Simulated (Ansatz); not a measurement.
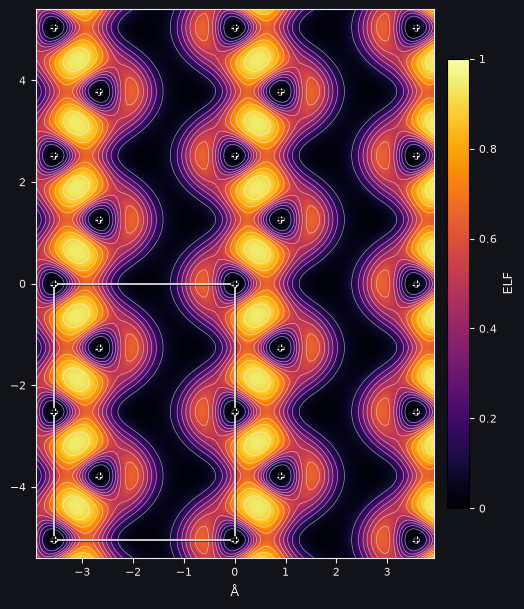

The electron localisation function on a plane through atoms (crosses mark nuclei in the plane).

All numbers below come from Ansatz, Kohn-Sham DFT of a periodic cell, PBE, Ansatz PAW.

Candidates:
A. C, a = 3.57 Å, b = 3.57 Å, c = 3.57 Å, α = 90.00°, β = 90.00°, γ = 90.00°. Space group Fd-3m.
B. SiC, a = 4.36 Å, b = 4.36 Å, c = 4.36 Å, α = 90.00°, β = 90.00°, γ = 90.00°. Space group F-43m; computed pressure about 3 GPa in this cell.
C. Si, a = 5.44 Å, b = 5.44 Å, c = 5.44 Å, α = 90.00°, β = 90.00°, γ = 90.00°. Space group Fd-3m; a structure from a database of computed crystals, not necessarily the ambient phase.

Which candidate gave the map?

Candidate A: C on the (101) plane of the conventional cell, which holds C. C–C (1.54 Å): the ELF peaks at about 0.95 between the atoms; a shared electron pair.
